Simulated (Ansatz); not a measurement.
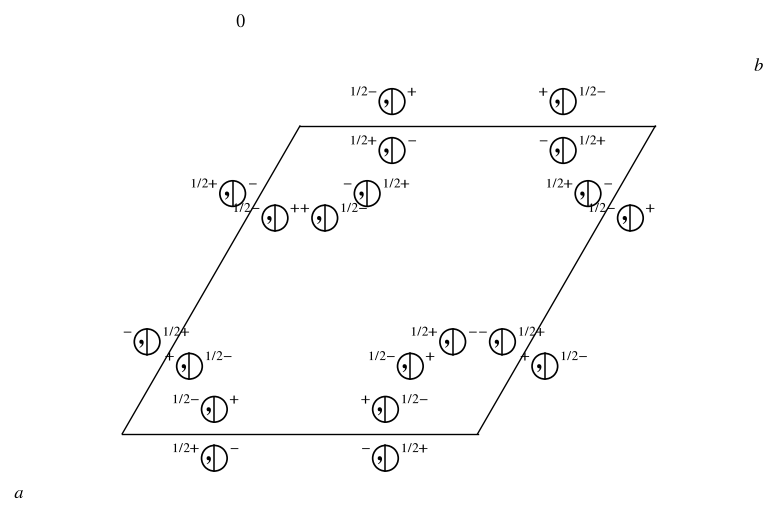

General positions of a space group, projected down c, computed from the operations of a computed or model structure of composition InSe.

A circle is a general position, a comma marks the mirror image, + and − with a fraction give the height (along the projection axis: ½+ is ½ plus the coordinate, − is its negative), and a split circle stands for two positions above each other.

### Which space group is it?

P6_3/mmc (No. 194); primitive hexagonal, point group 6/mmm, 24 general positions a cell.

### Write the general positions (in any order).

x, y, z
−x, −y, −z
x−y, x, z+1/2
−x+y, −x, −z+1/2
−y, x−y, z
y, −x+y, −z
−x, −y, z+1/2
x, y, −z+1/2
−x+y, −x, z
x−y, x, −z
y, −x+y, z+1/2
−y, x−y, −z+1/2
−y, −x, −z+1/2
y, x, z+1/2
−x, −x+y, −z
x, x−y, z
−x+y, y, −z+1/2
x−y, −y, z+1/2
y, x, −z
−y, −x, z
x, x−y, −z+1/2
−x, −x+y, z+1/2
x−y, −y, −z
−x+y, y, z
